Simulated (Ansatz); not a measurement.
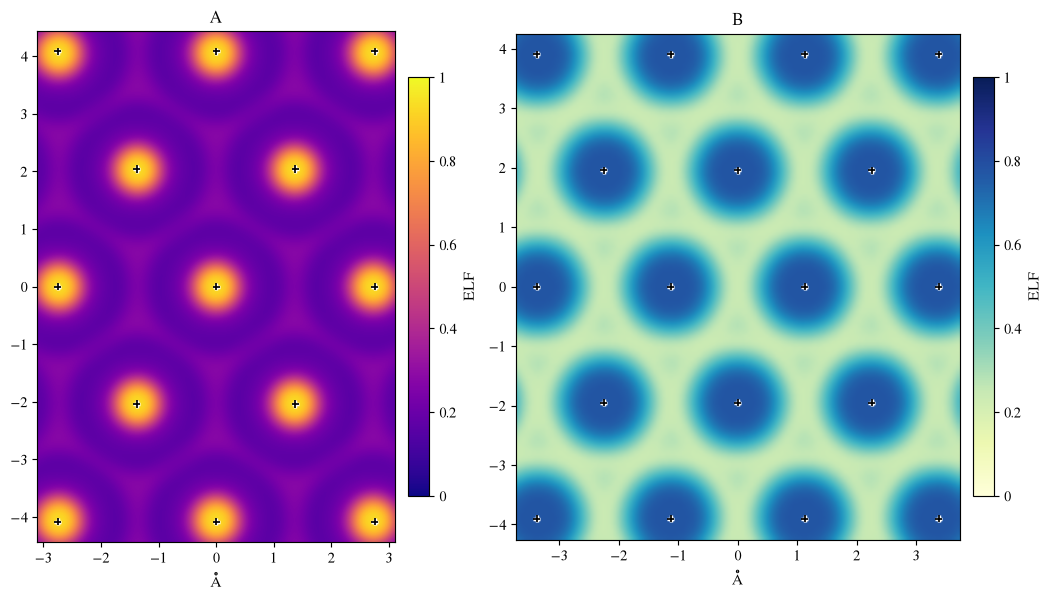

The ELF of 2 systems, each on a plane through atoms (crosses mark nuclei in the plane).

These are results of Ansatz 0.2.0, DFT PBEsol, scalar-relativistic, plane waves, PAW, not measurements.

System 1: Rh, the (001) plane of the conventional cell. Space group R-3m; computed pressure about 106 GPa in this cell; computed without spin polarisation.

```cif
data_structure
_symmetry_space_group_name_H-M 'P 1'
_symmetry_Int_Tables_number 1
_cell_length_a 2.2532
_cell_length_b 2.2532
_cell_length_c 9.3828
_cell_angle_alpha 90.000
_cell_angle_beta 90.000
_cell_angle_gamma 120.000
_cell_volume 41.25
loop_
_atom_site_label
_atom_site_type_symbol
_atom_site_fract_x
_atom_site_fract_y
_atom_site_fract_z
_atom_site_occupancy
Rh1 Rh 0.00000 0.00000 0.00000 1
Rh2 Rh 0.66667 0.33333 0.33333 1
Rh3 Rh 0.33333 0.66667 0.66667 1
```

System 2: Cu, the (11̄0) plane of the conventional cell. Space group I4/mmm; a structure from a database of computed crystals, not necessarily the ambient phase; computed without spin polarisation.

```
CELL_PARAMETERS angstrom
2.88559 0.00000 0.00000
0.00000 2.88559 0.00000
0.00000 0.00000 2.75216
ATOMIC_POSITIONS crystal
Cu 0.00000 0.00000 0.00000
Cu 0.50000 0.50000 0.50000
```

Which map belongs to which system?

Answer. Panel A is system 2, Cu: the plane holds Cu. Cu–Cu (2.46 Å): the ELF is about 0.20 at the midpoint: no localised pair shows between them. Panel B is system 1, Rh: the plane holds Rh. Rh–Rh (2.25 Å): the ELF is about 0.25 at the midpoint; no localised pair shows between them.
